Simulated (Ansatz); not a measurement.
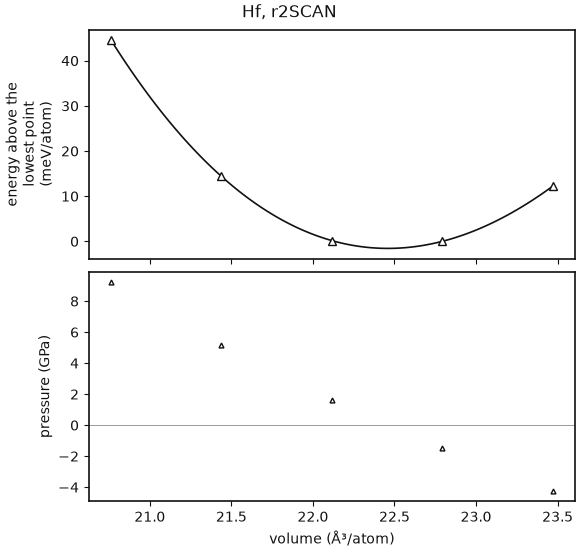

Plotted: energy above the lowest point and pressure against volume for Hf, space group Fm-3m (No. 225) (one of a set of cubic test structures, which need not be the stable phase).

How it was computed, with Ansatz 0.2.0 development build: equation of state of a cubic crystal from periodic Kohn-Sham density functional theory without spin, third-order Birch-Murnaghan fit to the free energies; pressure corrected for the finite basis. Level: r2SCAN.

- structure type: fcc
- atoms in cell: 1
- space group number: 225
- lattice centring: face-centred primitive
- k mesh: 13×13×13
- occupation method: Fermi–Dirac
- occupation width: 0.1 eV
- wave cutoff: 500 eV
- datasets: soft-1 PAW
- density tolerance: 1e−07 eV
- bands: 17
- density cutoff ratio: 4
- search for lower states: default

> What equilibrium volume and bulk modulus follow from the curve?

A third-order Birch–Murnaghan fit gives V0 = 22.46 Å³/atom, B0 = 103 GPa and B′ = 3.2.

> What does the pressure do across the range?

It falls from 9.2 GPa at volume 20.76 Å³/atom to −4.2 GPa at 23.47 Å³/atom, and changes sign near 22.47 Å³/atom.

Caveats: cubic model structure, not the ambient form.
